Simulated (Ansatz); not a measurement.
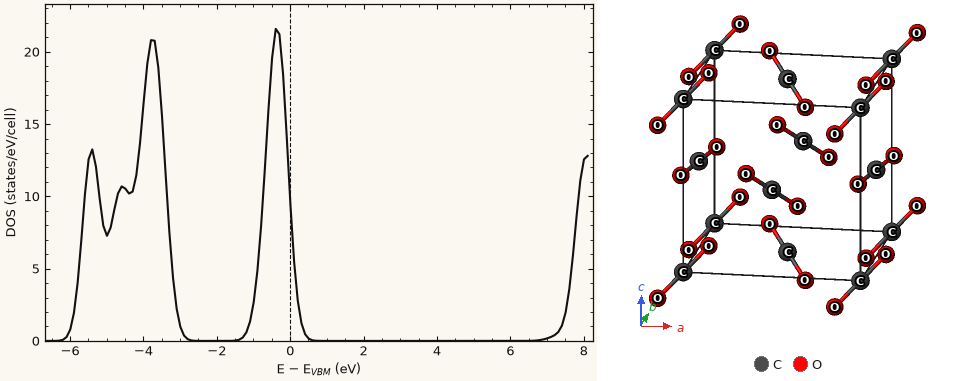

Density of states, beside the structure. Energies are counted from the top of the valence band. The DOS curve is built from the levels of the k mesh with Gaussians 0.55 eV wide, which also blur the band edges; ripples of that width can come from the mesh.

The material is CO2, space group Pa-3 (No. 205), 12 atoms in the cell, relaxed with r2SCAN+rVV10; cubic a = 5.442 Å.

Computed with Ansatz 0.2.0: PBE, Ansatz PAW set, no spin polarisation, no spin-orbit coupling, 6×6×6 k mesh, 420 eV cutoff, Fermi-Dirac smearing of 0.02 eV.

Q: Is there a gap at the Fermi level, and how wide?

A: There is a gap; over the k points computed it is 6.97 eV (direct to within 0.02 eV).

LDA, GGA and most meta-GGA functionals understate gaps. The cell is at 5 GPa in this functional.
